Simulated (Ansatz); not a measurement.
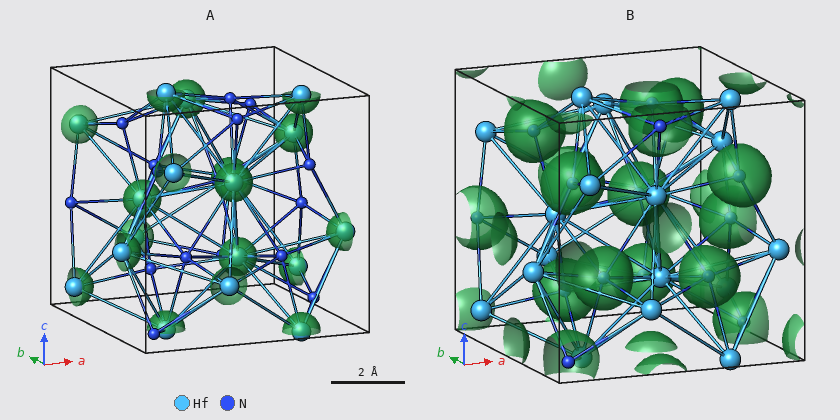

Hf₃N₄: densities of the states in two energy windows, as isosurfaces (each at a level of its own) in the conventional cell.

Space group I-43d; the calculation finds a residual pressure of about 2 GPa at this fixed cell.

These are results of DFT r2SCAN, scalar-relativistic, plane waves, PAW in Ansatz, not measurements.

Core electrons are frozen (PAW), so the fields are smoothed inside the atomic spheres.

Question: Match the panels to the energy ranges (zero at the valence-band maximum): −11.68 to −11.31 eV and −0.6 to 0.0 eV.

Answer: Panel A: −11.68 to −11.31 eV, a separate group of bands, mainly Hf 4f (over 95 %).
Panel B: −0.6 to 0.0 eV, the top of the valence band, mainly N 2p (90 %).
The characters are Löwdin shares on a minimal set of atomic orbitals.

Cost of the run: 7 s on 4 threads of Intel(R) Xeon(R) Platinum 8488C (Sapphire Rapids) (shared host), peak memory 1.2 GiB.
